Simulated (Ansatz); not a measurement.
```
CELL_PARAMETERS angstrom
2.94277 0.00000 0.00000
0.00000 3.28033 0.00000
0.00000 0.00000 4.67745
ATOMIC_POSITIONS crystal
Si 0.00000 0.00000 0.15686
Si 0.50000 0.50000 0.84314
Ni 0.00000 0.00000 0.65750
Ni 0.50000 0.50000 0.34250
```

Space group Pmmn; a structure from a database of computed crystals, not necessarily the ambient phase; computed without spin polarisation.

The calculation used DFT, PBEsol, PAW with Ansatz's default frozen-core files, scalar-relativistic (Ansatz).

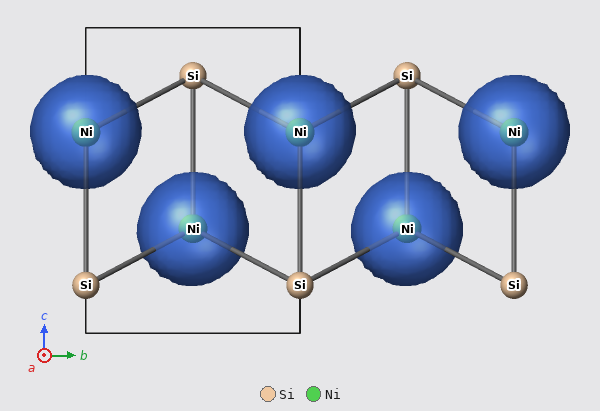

SiNi. Isosurface of the valence charge density (pseudo) at 0.8 e/Å³ (blue), seen along the a axis. Sticks mark near contacts.

Core electrons are frozen (PAW), and the valence fields are smoothed inside the atomic spheres.

Question: Which contacts does the surface bridge?

Answer: At this value the density breaks into separate islands; it holds about 70 % of the electrons treated as valence (semicore included). It bridges none of the near contacts. It is pinched off along the shortest Si–Ni (2.34 Å) contacts. On the grid the lowest density along these lines, outside the cores, is 0.48 e/Å³ (Si–Ni, 2.34 Å).
